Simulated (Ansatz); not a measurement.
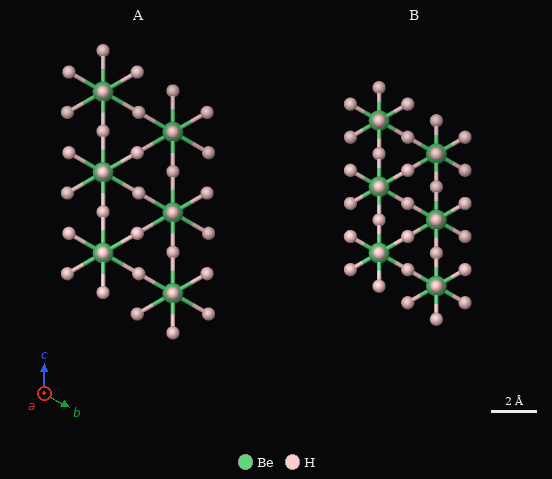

Two geometries of a crystal of BeH₄ (a generated structure, set up in I-43m) (coarse preliminary run), drawn at one scale. One is the start of a relaxation, the other its converged end. A ball-and-stick model of the cell of the calculation, repeated 1 × 1 × 2 with one cell outlined, seen along the a axis.

Computed with DFT PBE, scalar-relativistic, plane waves, PAW in Ansatz. Set-up: plane-wave cutoff 420 eV; k-point mesh 6 × 6 × 6; occupations gaussian; smearing width 0.1 eV; no spin polarisation; cell and atoms relaxed; force threshold 0.04 eV/Å; at most 70 steps.

Which geometry has the lower energy?

Answer. Structure B is the relaxed one. The largest moves relative to the cell, 0.034 Å, are those of H atoms. Be stays in place. Cell: a = b = c 3.859 → 3.168 Å (−17.9 %). Volume −44.7 %. Among the contacts that change: Be–H 1.971 → 1.583 Å, Be–H 1.888 → 1.585 Å. The space group (tolerance 0.01 Å) goes from I-43m (No. 217) to Im-3m (No. 229). The energy falls by 355 meV per atom in 4 accepted moves (5 points after the start). The largest force component goes from 0.0031 to 0.0033 eV/Å. Pressure: −19.03 GPa at the start and 0.14 GPa at the end. At 1 point the geometry stayed and the basis and grid were re-selected for the new cell (energy shift of 1.4 meV per atom at most each time). The run took 4.3 s on 1 thread of Arm Neoverse V2, with other jobs on the host, peak memory 0.27 GiB.
